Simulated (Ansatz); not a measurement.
System: V, space group Im-3m (No. 229) (one of a set of cubic test structures, which need not be the stable phase).

Computed with Ansatz 0.2.0 development build: equation of state of a cubic crystal from periodic Kohn-Sham density functional theory without spin, third-order Birch-Murnaghan fit to the free energies; pressure corrected for the finite basis. Level: HSE06.

structure type bcc; atoms in cell 1; space group number 229; lattice centring body-centred primitive; k mesh 6×6×6; occupation method Fermi–Dirac; occupation width 0.1 eV; wave cutoff 420 eV; datasets soft-1 PAW; density tolerance 0 eV; bands 11; density cutoff ratio 4; search for lower states default; exchange singularity regularized.

What does the calculation give for the energy above the lowest point against volume? The volume takes the values 12.30, 12.70, 13.10, 13.50, 13.90 Å³/atom.

A third-order Birch–Murnaghan fit gives V0 = 13.22 Å³/atom, B0 = 208 GPa. The energy above the lowest point is 45.1 meV/atom at volume 12.30 Å³/atom and 20.8 meV/atom at 13.90 Å³/atom; the lowest computed point is at volume 13.10 Å³/atom (0.0 meV/atom).

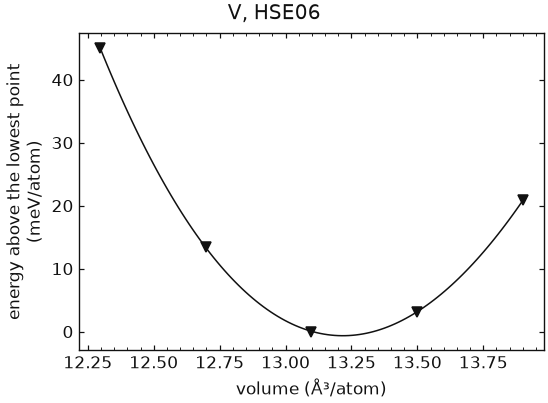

Caveats: coarse k-mesh, values are not converged in k.
